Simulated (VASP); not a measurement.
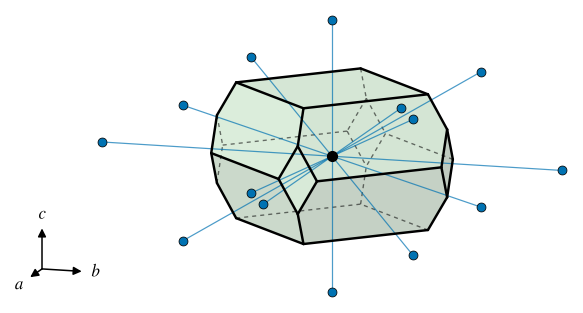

For GaSb, a cell listed in the Materials Project, as set up for an electronic-structure calculation: the Wigner–Seitz cell of the crystal's lattice, with lines to the lattice points that define its faces. Geometry calculated from the standardised cell; symmetry tolerance 0.002 Å.

a = 5.507 Å, b = 5.507 Å, c = 3.181 Å, α = 90.00°, β = 90.00°, γ = 90.00°; lattice centring I.

Describe the polyhedron.

Answer. A truncated octahedron: 14 faces (6 with 4 edges, 8 with 6 edges), 36 edges, 24 vertices. Its volume is that of the primitive cell, 48.2 Å³.

Which lattice vectors do the faces bisect?

Answer.
```
              example  length (Å)  faces  edges of each  area (Å²)
                    c        3.18      2              4       10.5
1/2 a + 1/2 b + 1/2 c        4.21      8              6        6.1
                    a        5.51      4              4        0.7
```
